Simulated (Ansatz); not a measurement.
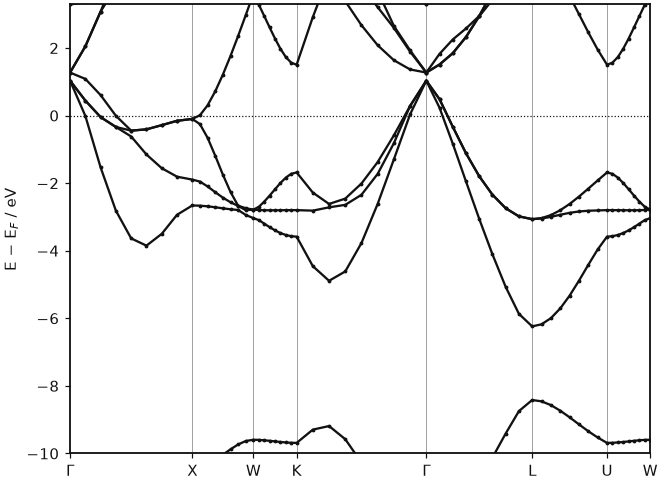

Band structure of rocksalt HfC, space group Fm-3m (No. 225), 2 atoms in the primitive cell (cubic a = 4.650 Å). Method: PBEsol, all-electron LAPW, no spin polarisation, no spin-orbit coupling, 10×10×10 k mesh, Fermi-Dirac smearing of 0.05 eV (Ansatz). Energies are counted from the Fermi level. The path runs straight from each named point to the next.

A metal: 4 bands cross the Fermi level along this path. Bands cross the Fermi level on Γ–X, X–W, K–Γ and Γ–L, and not on W–K, L–U and U–W.

Spin-orbit coupling is left out, which matters for Hf. The cell is at −6 GPa in this functional. Bands are joined in order of energy, so crossings between the computed points show as kinks or gaps.
